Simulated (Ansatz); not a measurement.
Single-point calculation, with input and output: Ru

Ru (Fm-3m, 1 atom in the cell), computed with DFT, PBE, plane waves, PAW, no spin polarisation (Ansatz 0.2.0).

The structure derives from an entry of the Crystallography Open Database. Figures and captions count atoms from 1; the log counts them from 0 in places.

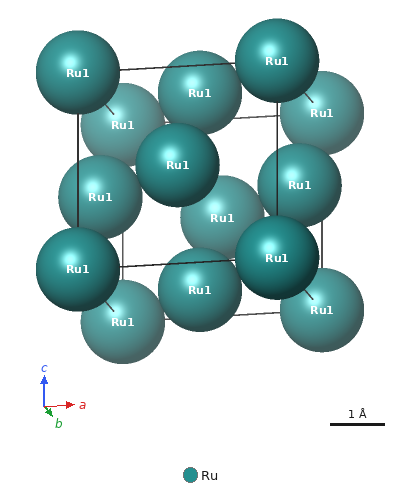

Fig. 1: The input geometry (spheres-only view of the cell 4 times as large as that of the calculation, set on its symmetry axes, seen at an oblique angle; atoms are numbered from 1 in the order of the input).

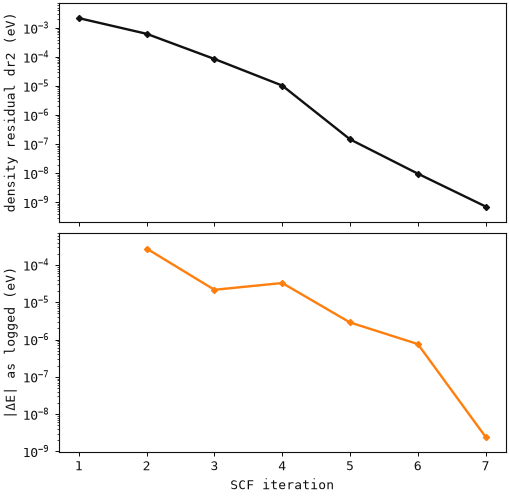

Fig. 2: Convergence of the self-consistent field: density residual dr2 and size of the energy change against the SCF iteration. The residual falls at every step.

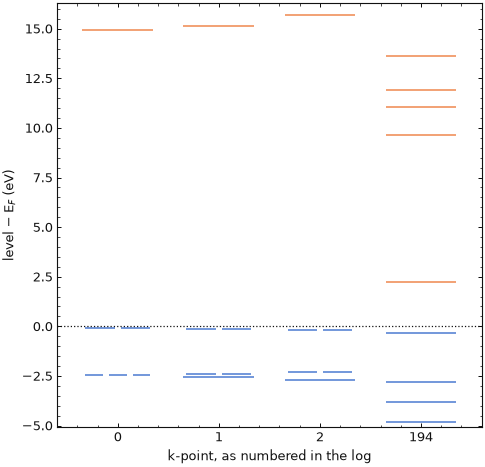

Fig. 3: Kohn–Sham levels near the Fermi level (dotted) at the few k-points that the log prints; levels within 0.02 eV of each other stand side by side. The system is metallic on the full mesh.

The input that produced these results follows, with the program's output.

Input file:
```yaml
crystal:
  lattice:
    - [0.0, 1.9050840396, 1.9050840396]
    - [1.9050840396, 0.0, 1.9050840396]
    - [1.9050840396, 1.9050840396, 0.0]
  atoms:
    - { symbol: Ru, position: [0.0, 0.0, 0.0] }
basis:
  ecutwfc: 420
kpoints:
  mp_grid: { grid: [18, 18, 18] }
hamiltonian:
  xc: pbe
scf:
  occupations: { method: gaussian, width: 0.1 }
  convergence: { dr2_threshold: 1.0e-08 }
  n_extra_bands: 8
output:
  forces: true
  eigenvalues: true
  stress: true
```

Launched with:
```bash
ansatz run input.yaml --threads 4 --pin off --max-ram 2560MiB --backend cpu --events-out ev --progress --plain --runs-dir out
```

Log:
```
Warning: output.stress: scf.convergence.dr2_threshold = 1e-8 eV is looser than the 1e-10 eV advised for a printed stress (1e-10 eV for each atom of the cell: 1). What an SCF threshold leaves in a stress goes as its square root, and in the free energy as the threshold itself, and one threshold admits the most on a small cell: of the crystals measured, under no hybrid functional and no lock of the moments, on runs that ended without the residual-converged pass, on stresses that held no estimate of that error, the worst erred by over 100 MPa in a component at 1e-7 eV an atom and by under 5 at 1e-10. Set scf.convergence.dr2_threshold to 1e-10 eV or tighter. The threshold is an SCF's pass mark: one that does not reach it within its budget of iterations ends unconverged, or closes short of it on a stop that the run arms, and scf.convergence.dr2_threshold's page says what that costs each kind of run
scf.n_extra_bands = 8 over 8 filled bands (N_el = 16.0): the run solves 16 bands
Engine: ansatz 0.2.0, x86_64-unknown-linux-gnu
Pseudopotentials: kind: paw
Pseudopotential: Ru, paw, valence charge 16, recommended cutoff 420 eV (normal), Ru.paw.azcp
Functional definition: PBE
  parameter kappa = 0.804
  parameter beta = 0.06672455060314922
  exchange = pbe_x(kappa = kappa, mu = beta*pi^2/3)
  correlation = pbe_c(beta = beta)
Crystal: 1 atoms, lattice volume = 13.828 Å³
Basis set: ecut = 420 eV, 283 PW (Γ), exchange–correlation on 40×40×40 points (8 copies of the dense FFT grid, shifted against one another)
Bands: 16, of which v1, the nominal top of the filled ones, is band 8 counted from 1 (7 counted from 0)
Symmetry: 48 space group operations
Space group: Fm-3m (ITA 225), of the structure as read, at distance tolerance 2.4e-5 Å
k-points: 195 of 5832
Non-local potential: Ru, projectors of the file, l = 0: 3, l = 1: 2, l = 2: 2, l = 3: 1
PAW form: soft (Blöchl's): semilocal exchange-correlation on the pseudo side does not see the compensation charge
PAW one-centre angular grid: Ru, 590 points (default); XC on 64 Gauss nodes
Initial density: superposition of atomic densities (neutral atoms: chi_scale 0, normalization atom), corrected by the library's trained network
Initial wavefunctions: pseudopotential atomic-orbital guess
Functional: x = pbe(κ = 0.804, μ = 0.2195149727645171), c = pbe(β = 0.06672455060314922)
SCF iter   1: F=—  HF=-5878.580136 eV  |F-HF|=—  |Δ(HF+E_count)|=         —  Δρ=7.56e-3  dr2=2.18e-3  ethr=1.77e-3  ⟨swp⟩=5.6  Hψ=16172  notcnv=0  defer=26
preconditioner: auto → none  [metal: Δε(μ)=0.028 eV  Ē_g=19.121 eV  σ=0.100 eV  W_gap=0.15  n_scr=0 (ndim 8)  ℏωp=28.2 eV  f_vac=0.000  D(μ)=1.02/eV (n_scr^D=14)]
SCF iter   2: F=—  HF=-5878.579860 eV  |F-HF|=—  |Δ(HF+E_count)|=   2.76e-4  Δρ=3.96e-3  dr2=6.29e-4  ethr=1.36e-5  ⟨swp⟩=2.1  Hψ=5890  notcnv=0  defer=169
SCF iter   3: F=—  HF=-5878.579839 eV  |F-HF|=—  |Δ(HF+E_count)|=   2.16e-5  Δρ=1.67e-3  dr2=8.56e-5  ethr=3.93e-6  ⟨swp⟩=2.8  Hψ=4141  notcnv=0  defer=169
SCF iter   4: F=—  HF=-5878.579871 eV  |F-HF|=—  |Δ(HF+E_count)|=   3.28e-5  Δρ=2.97e-4  dr2=1.04e-5  ethr=5.35e-7  ⟨swp⟩=1.1  Hψ=2708  notcnv=0  defer=169
SCF iter   5: F=—  HF=-5878.579869 eV  |F-HF|=—  |Δ(HF+E_count)|=   2.87e-6  Δρ=3.97e-5  dr2=1.47e-7  ethr=6.52e-8  ⟨swp⟩=2.6  Hψ=4046  notcnv=0  defer=169
SCF iter   6: F=—  HF=-5878.579869 eV  |F-HF|=—  |Δ(HF+E_count)|=   7.56e-7  Δρ=8.98e-6  dr2=9.68e-9  ethr=6.25e-11  ⟨swp⟩=6.5  Hψ=14884  notcnv=0
SCF iter   7: F=-5878.579869 eV  HF=-5878.579869 eV  |F-HF|=5.32e-10  |Δ(HF+E_count)|=   2.44e-9  Δρ=2.34e-6  dr2=7.17e-10  ethr=6.05e-11  ⟨swp⟩=2.2  Hψ=8863  notcnv=0
SCF 1 converged in 7 iterations: F = -5878.579869 eV  dr2 = 7.17e-10
  greatest PAW one-centre occupation: 0.998 electrons in one spin orbital (limit 2), on the Ru atom at site 0 (counted from 0), in its partial waves of l = 0
SCF converged after 7 iterations
Free energy (F): -5878.579869 eV
Harris-Foulkes:  -5878.579869 eV  (|F-HF|=5.32e-10)
Internal energy: -5878.574777 eV  (E = F + TS)
E sigma→0 (E₀):  -5878.577323 eV
Entropy (-TS):   -0.005093 eV (-5.093 meV/atom)
Fermi energy:    22.879585 eV
--- Per-component energies (eV) ---
  E_band       = -60.183277
  E_kinetic    = 513.847796
  E_local      = -1276.518524  (includes V_loc(G=0)·N_el)
  E_nonlocal   = 343.107490
  E_hartree    = 410.052252
  E_xc         = -190.430006
  E_vxc        = -239.067224  (∫ρ·V_xc dr)
  E_paw        = -3460.723633  (= ΣΔE_a)
  E_vpaw       = -221.658204  (= ΣTr[D̂ρ^β])
  E_aug_tail   = -0.000195  (compensation charges beyond the density's cutoff)
  E_ewald      = -2217.909957
  E_smearing   = -0.005093  (= −TS)
  E_closure    = 0.000000  (closes the sum)
  Σ components = -5878.579869   (vs F -5878.579869, Δ=0.00e0)
--- Forces (eV/Å), atoms counted from 1 ---
  atom   1  Ru    -0.00000000     0.00000000     0.00000000
  max |Σ_I F_I| component: 6.37e-32 eV/Å
--- Stress (GPa, compression-positive) ---
        0.016052       0.000000       0.000000
       -0.000000       0.016052       0.000000
        0.000000       0.000000       0.016052
  P = ⅓ Tr σ = 0.0161 GPa (0.161 kbar)
--- Band table (eV; the first three rows and the last of 195) ---
  k-point 0: bands = ["-50.0721", "-19.4787", "-19.4787", "-19.4787", "15.1216", "20.4042", "20.4042", "20.4042", "22.7877", "22.7877", "37.7889", "43.2895", "43.2895", "43.2895", "49.3109", "55.7975"]
  k-point 1: bands = ["-50.0672", "-19.5103", "-19.4828", "-19.4828", "15.2511", "20.3366", "20.4589", "20.4589", "22.7528", "22.7528", "38.0021", "42.6827", "43.4977", "43.4977", "50.0499", "54.9146"]
  k-point 2: bands = ["-50.0527", "-19.6011", "-19.4947", "-19.4947", "15.6215", "20.1668", "20.6017", "20.6017", "22.6765", "22.6765", "38.5850", "41.4005", "44.1004", "44.1004", "51.2115", "53.6636"]
  k-point 194: bands = ["-49.8489", "-20.1891", "-20.0884", "-19.8564", "18.0561", "19.0641", "20.0840", "22.5259", "25.1170", "32.5433", "33.9227", "34.7954", "36.4805", "47.5878", "48.5415", "52.3216"]
```

Key numbers:

```json
{"quantity": "outcome", "value": "converged"}
{"quantity": "space group (tolerance 0.01 Å)", "value": "Fm-3m (225)"}
{"quantity": "electrons treated", "value": "16"}
{"quantity": "free energy", "value": "−5878.5799 eV"}
{"quantity": "Fermi energy", "value": "22.880 eV"}
{"quantity": "gap on the k-point mesh", "value": "none (metallic)"}
{"quantity": "pressure", "value": "0.02 GPa"}
{"quantity": "largest force (length of the vector)", "value": "under 0.001 eV/Å"}
{"quantity": "hardware", "value": "4 threads of Intel Xeon @ 2.30GHz, 28 GiB of memory available, shared host"}
{"quantity": "wall time", "value": "0.86 s (CPU time 2.4 s)"}
{"quantity": "peak memory", "value": "0.38 GiB"}
```

Settings chosen away from the usual ones: scf.convergence.dr2_threshold set to 1e-08; scf.n_extra_bands set to 8. Warnings of the run: the SCF threshold is looser than advised for the printed stress.
